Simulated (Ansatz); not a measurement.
Geometry relaxation of Ge (part 2 of 3)

Continued. System: Ge (slab, 16 atoms in the cell). Method: DFT PBEsol, scalar-relativistic, plane waves, PAW, no spin polarisation (Ansatz 0.2.0); cutoff 420 eV, 9×5×1 k-mesh, Gaussian smearing of 0.1 eV. The structure derives from a Materials Project entry. It belongs to a series of runs on one base structure; here: (1 0 1) slab, atoms relaxed.

Geometry of the input (Å; fractional positions):
```
3.9970  0.0000  0.0000
-1.9985  7.4494  0.0000
0.0000  0.0000  25.8530
Ge 0.0473  0.0946  0.2901
Ge 0.3153  0.6306  0.3099
Ge 0.9006  0.8012  0.3345
Ge 0.1686  0.3372  0.3542
Ge 0.6553  0.3105  0.4087
Ge 0.9233  0.8465  0.4284
Ge 0.5086  0.0171  0.4530
Ge 0.7766  0.5531  0.4728
Ge 0.2632  0.5264  0.5272
Ge 0.5312  0.0624  0.5470
Ge 0.1165  0.2331  0.5716
Ge 0.3845  0.7690  0.5913
Ge 0.8712  0.7424  0.6458
Ge 0.1392  0.2783  0.6655
Ge 0.7245  0.4490  0.6901
Ge 0.9925  0.9849  0.7099
```

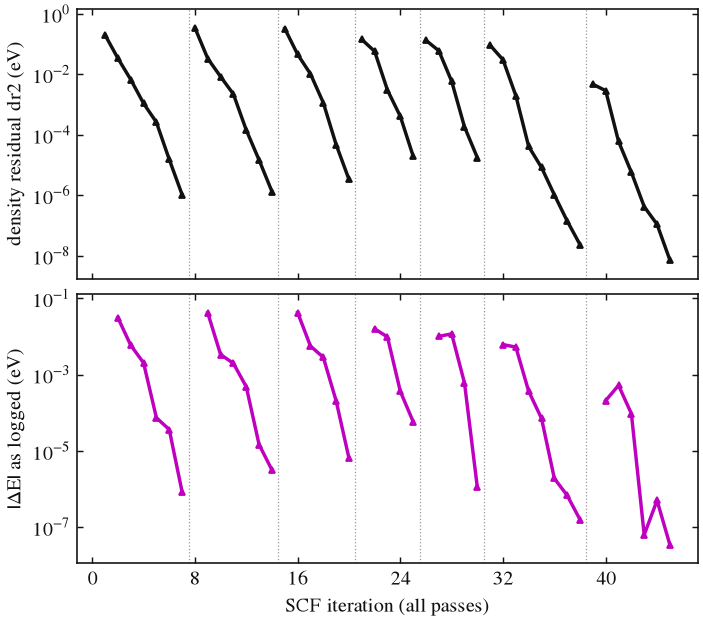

*Convergence of the self-consistent field: density residual dr2 and size of the energy change against the SCF iteration. The dotted lines part the SCF passes of the relaxation: geometry steps, rejected trials and re-solves on a re-selected basis.*

The 7 passes take 5 to 8 iterations each, 45 in all.

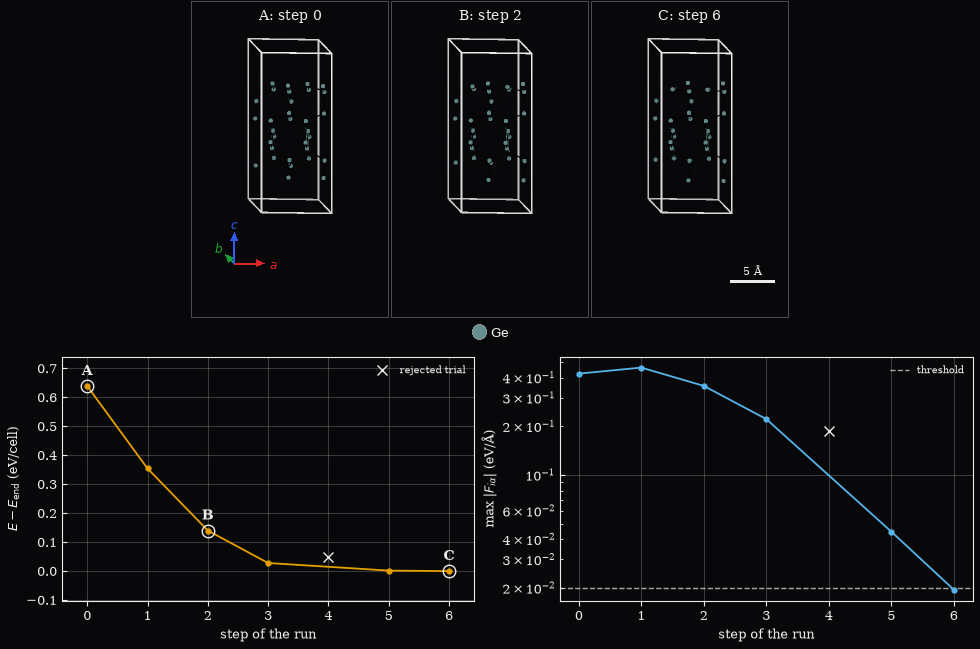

*Frames of the relaxation (ball-and-stick view of the 2 × 1 repeat of the cell, with the vacuum cut short (origin shifted), seen slightly off an axis) above the curves, on which the letters mark them (the first geometry is step 0 here and step 1 in the log).*

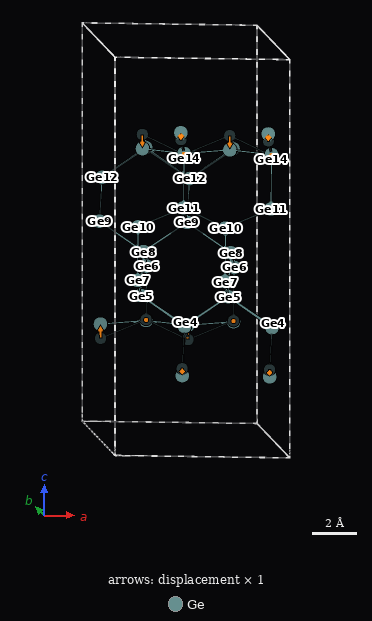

*Start (faint) and end (solid) with the displacements as orange arrows, at true length (ball-and-stick view of the 2 × 1 repeat of the cell, with the vacuum cut short (origin shifted), seen slightly off an axis).*

After 6 geometry steps the energy has fallen by 0.639 eV per cell of the calculation. Largest force component: 0.42 eV/Å at the start, 0.02 eV/Å at the end. The line search rejected the trial step at point 4 (counted from 0) and went back. The largest moves, 0.65 Å, are those of Ge2 and Ge15. The cell doesn't change. Distances before and after: Ge11–Ge14 2.452 → 2.528 Å, Ge13–Ge16 2.452 → 2.504 Å, Ge14–Ge16 2.468 → 2.512 Å, Ge10–Ge11 2.452 → 2.471 Å. Among the angles that change: Ge11–Ge14–Ge15 109.2° → 87.6°, Ge13–Ge16–Ge14 109.8° → 94.0°, Ge13–Ge15–Ge14 109.8° → 125.3°. (Atoms are counted from 1 in the order of the input.)

```
WARN: The output density's exchange-correlation potential varies sharply where the density is thin. Do not read a vacuum level from v_tot or v_xc, or from such a field of the output density. On a cell that repeats whose density bears no net charge and no dipole along the vacuum's axis use v_es (v_loc + v_h of the components); under efield.dipole_correction with no amplitude use v_es + v_field, which holds any external_charges[].barrier, or the levels of the report's work_function block, which leave it out; under a non-zero efield.amplitude the vacuum is tilted and has no level; on a cell that repeats and bears such a dipole with no correction it is tilted too, and efield.dipole_correction with no amplitude gives each side of its ramp a level where efield: is served; in a cell that repeats whose density bears a net charge (total_charge, or a fill off its count) it is curved and has none; of a slab under crystal.periodic whose density bears no net charge use v_es, which has a level on each side, short of where the two are joined; of another it falls or rises all the way out and has none; of a slab beside external_charges read slab_vacuum_level instead, which it has where they leave it neutral. The grid or the basis barely resolves most such structure, and the values can differ between equally converged runs; as a rule a tighter scf.convergence.dr2_threshold does not remove it. Where the density itself ripples (under the LDA too) a higher basis.ecutwfc lessens it. The files hold the spikes' plane waves up to the density's cutoff. Files: v_tot_of_output_density and the like, and their columns of v_z.tsv (output.write_potential); v_xc_of_output_density and the like, and their columns of v_comp_z.tsv (output.write_potential_components). Measured: with its Gaussian average of σ = 0.25 Å subtracted twice, the exchange-correlation potential is over 0.1 eV at 10 of the grid points where the equally averaged density (valence and model cores) is under 1e-3 e/Å³, and 0.156 eV at the most among them, at an averaged density of 1.8e-8 e/Å³. See output.write_potential in the manual, Limitations
SCF converged after 7 iterations
Free energy (F): -68051.265166 eV
Harris-Foulkes:  -68051.265166 eV  (|F-HF|=5.68e-9)
Internal energy: -68051.242104 eV  (E = F + TS)
E sigma→0 (E₀):  -68051.253635 eV
Entropy (-TS):   -0.023062 eV (-1.441 meV/atom)
Fermi energy:    1.476808 eV
Dipole field:    D = 0.000000 V/Å  (p = 0.000001 e·Å, saw-weighted, corrected)
Work function:   Φ+ = 4.5456 eV   Φ− = 4.5456 eV
Levels:          The Fermi level and band energies are counted from a zero that moves with the ramp; work functions are not
--- Per-component energies (eV) ---
  E_band       = -3917.825271
  E_kinetic    = 1772.065342
  E_local      = -226454.031772  (includes V_loc(G=0)·N_el)
  E_nonlocal   = 6706.970145
  E_hartree    = 110033.266808
  E_xc         = -1192.816061
  E_vxc        = -1026.115469  (∫ρ·V_xc dr)
  E_paw        = -31649.796431  (= ΣΔE_a)
  E_vpaw       = -4983.265880  (= ΣTr[D̂ρ^β])
  E_aug_tail   = 0.005166  (compensation charges beyond the density's cutoff)
  E_efield     = 0.000000  (sawtooth field / dipole correction)
  E_vefield    = 0.000000  (∫n·V_field dr)
  E_ewald      = 72718.407721
  E_core_change = 14.686980  (= ΣΔE_core)
  E_smearing   = -0.023062  (= −TS)
  E_closure    = 0.000000  (closes the sum)
  Σ components = -68051.265166   (vs F -68051.265166, Δ=0.00e0)
--- Forces (eV/Å), atoms counted from 1 ---
  atom   1  Ge    -0.00040585    -0.00393946     0.00380559
  atom   2  Ge    -0.00126173     0.00362406    -0.00500110
  atom   3  Ge     0.00300420    -0.00018631    -0.01089971
  atom   4  Ge    -0.00089569     0.00290732     0.00240473
  atom   5  Ge     0.00067626    -0.00160879     0.00929500
  atom   6  Ge    -0.00163089     0.00456085    -0.01143816
  atom   7  Ge     0.00447448    -0.01952443     0.00262213
  atom   8  Ge    -0.00618032     0.01256293     0.00114313
  atom   9  Ge     0.00618077    -0.01256310    -0.00114317
  atom  10  Ge    -0.00447406     0.01952416    -0.00263358
  atom  11  Ge     0.00163012    -0.00456784     0.01143599
  atom  12  Ge    -0.00067695     0.00161347    -0.00929585
  atom  13  Ge     0.00089601    -0.00290956    -0.00240318
  atom  14  Ge    -0.00300449     0.00019224     0.01090742
  atom  15  Ge     0.00126235    -0.00362626     0.00500790
  atom  16  Ge     0.00040569     0.00394000    -0.00380701
  max |Σ_I F_I| component: 7.28e-7 eV/Å
--- Band table (eV; the first three rows and the last of 23) ---
  k-point 0: bands = ["-23.4019", "-23.4019", "-23.3453", "-23.3453", "-23.3349", "-23.3349", "-23.3078", "-23.3078", "-23.2820", "-23.2819", "-23.1913", "-23.1881", "-23.1741", "-23.1615", "-23.1536", "-23.1531", "-23.1274", "-23.1240", "-23.1149", "-23.1105", "-23.1025", "-23.0944", "-23.0943", "-23.0806", "-23.0793", "-23.0737", "-23.0675", "-23.0595", "-23.0185", "-23.0085", "-23.0081", "-23.0076", "-22.9977", "-22.9903", "-22.9863", "-22.9851", "-22.9641", "-22.9595", "-22.9523", "-22.9513", "-22.9492", "-22.9473", "-22.9362", "-22.9340", "-22.9300", "-22.9233", "-22.9223", "-22.9137", "-22.9131", "-22.9102", "-22.9050", "-22.9031", "-22.8981", "-22.8919", "-22.8898", "-22.8897", "-22.8784", "-22.8738", "-22.8694", "-22.8512", "-22.8444", "-22.8412", "-22.8388", "-22.8321", "-22.8284", "-22.8254", "-22.8237", "-22.8156", "-22.8131", "-22.8125", "-22.8018", "-22.7993", "-22.7948", "-22.7936", "-22.7692", "-22.7692", "-22.7540", "-22.7538", "-22.7259", "-22.7258", "-10.8929", "-10.3808", "-9.4779", "-8.9394", "-8.8480", "-8.5828", "-8.5571", "-6.9182", "-6.8067", "-5.7776", "-5.5158", "-5.4731", "-5.0901", "-3.6005", "-2.4101", "-1.7942", "-1.3967", "-0.7796", "-0.7021", "-0.6991", "-0.6591", "-0.5507", "-0.2713", "-0.1433", "0.0103", "0.2107", "0.5801", "0.7076", "0.7472", "1.1341", "1.2048", "1.5097", "1.7022", "1.9747", "2.3673", "2.6424", "2.7000", "3.1961", "3.4250", "3.5245", "3.5591", "3.7149", "3.8062", "4.0090", "4.3820", "4.3891", "4.7763", "4.9174", "5.1738", "5.5854", "5.6266", "5.8089", "6.0127", "6.0231", "6.0430"]
  k-point 1: bands = ["-23.4018", "-23.4018", "-23.3453", "-23.3453", "-23.3348", "-23.3348", "-23.3077", "-23.3077", "-23.2822", "-23.2822", "-23.1917", "-23.1875", "-23.1747", "-23.1622", "-23.1587", "-23.1535", "-23.1252", "-23.1243", "-23.1160", "-23.1124", "-23.1009", "-23.0931", "-23.0864", "-23.0837", "-23.0781", "-23.0710", "-23.0668", "-23.0567", "-23.0203", "-23.0103", "-23.0077", "-23.0043", "-22.9990", "-22.9914", "-22.9865", "-22.9812", "-22.9652", "-22.9592", "-22.9549", "-22.9529", "-22.9491", "-22.9457", "-22.9390", "-22.9354", "-22.9297", "-22.9273", "-22.9206", "-22.9186", "-22.9143", "-22.9052", "-22.9034", "-22.9023", "-22.8997", "-22.8944", "-22.8893", "-22.8862", "-22.8806", "-22.8742", "-22.8712", "-22.8509", "-22.8448", "-22.8432", "-22.8392", "-22.8272", "-22.8271", "-22.8249", "-22.8214", "-22.8195", "-22.8128", "-22.8090", "-22.8032", "-22.8003", "-22.7956", "-22.7948", "-22.7683", "-22.7682", "-22.7540", "-22.7538", "-22.7256", "-22.7254", "-10.7996", "-10.2952", "-9.4738", "-9.4103", "-9.0695", "-8.6309", "-8.1671", "-6.8903", "-6.7336", "-6.0437", "-5.5048", "-4.8646", "-4.5891", "-3.6405", "-2.7067", "-2.0894", "-1.4450", "-1.2468", "-0.9905", "-0.9084", "-0.5783", "-0.4944", "-0.1853", "-0.1424", "0.0668", "0.2246", "0.2535", "0.5915", "0.7176", "0.7471", "1.3860", "1.4616", "1.7111", "2.4142", "2.5321", "2.7769", "2.8071", "3.2601", "3.5641", "3.5966", "3.6070", "3.6893", "3.8668", "4.2973", "4.6389", "4.8397", "4.9404", "4.9858", "5.1700", "5.3390", "5.6133", "5.7487", "5.7744", "5.9809", "6.1817"]
  k-point 2: bands = ["-23.4018", "-23.4018", "-23.3453", "-23.3453", "-23.3348", "-23.3348", "-23.3077", "-23.3076", "-23.2826", "-23.2826", "-23.1922", "-23.1868", "-23.1738", "-23.1689", "-23.1610", "-23.1552", "-23.1248", "-23.1211", "-23.1166", "-23.1163", "-23.0967", "-23.0905", "-23.0874", "-23.0809", "-23.0739", "-23.0687", "-23.0658", "-23.0488", "-23.0231", "-23.0125", "-23.0086", "-23.0008", "-22.9985", "-22.9947", "-22.9837", "-22.9748", "-22.9736", "-22.9580", "-22.9556", "-22.9530", "-22.9487", "-22.9483", "-22.9440", "-22.9395", "-22.9293", "-22.9275", "-22.9199", "-22.9179", "-22.9171", "-22.9044", "-22.9039", "-22.9016", "-22.9000", "-22.8983", "-22.8873", "-22.8826", "-22.8808", "-22.8765", "-22.8752", "-22.8507", "-22.8453", "-22.8440", "-22.8385", "-22.8271", "-22.8255", "-22.8236", "-22.8184", "-22.8170", "-22.8120", "-22.8071", "-22.8063", "-22.8023", "-22.7966", "-22.7962", "-22.7669", "-22.7668", "-22.7541", "-22.7537", "-22.7251", "-22.7248", "-10.5253", "-10.1349", "-9.9574", "-9.5914", "-9.2227", "-8.7252", "-7.9549", "-7.1328", "-6.4267", "-5.9835", "-5.0638", "-4.2177", "-4.1335", "-3.3725", "-3.0971", "-2.6207", "-2.1573", "-2.0281", "-1.1606", "-1.0409", "-0.7060", "-0.6573", "-0.3254", "-0.1663", "0.0662", "0.3094", "0.5597", "0.5895", "0.6372", "0.7008", "1.0472", "1.6808", "1.8895", "2.4962", "2.6667", "2.9402", "2.9844", "3.4459", "3.6040", "3.6094", "3.6658", "3.8967", "3.9388", "4.1230", "4.7250", "4.8860", "5.1895", "5.3613", "5.4455", "5.4569", "5.6437", "5.8061", "5.8925", "6.0979", "6.3262"]
```
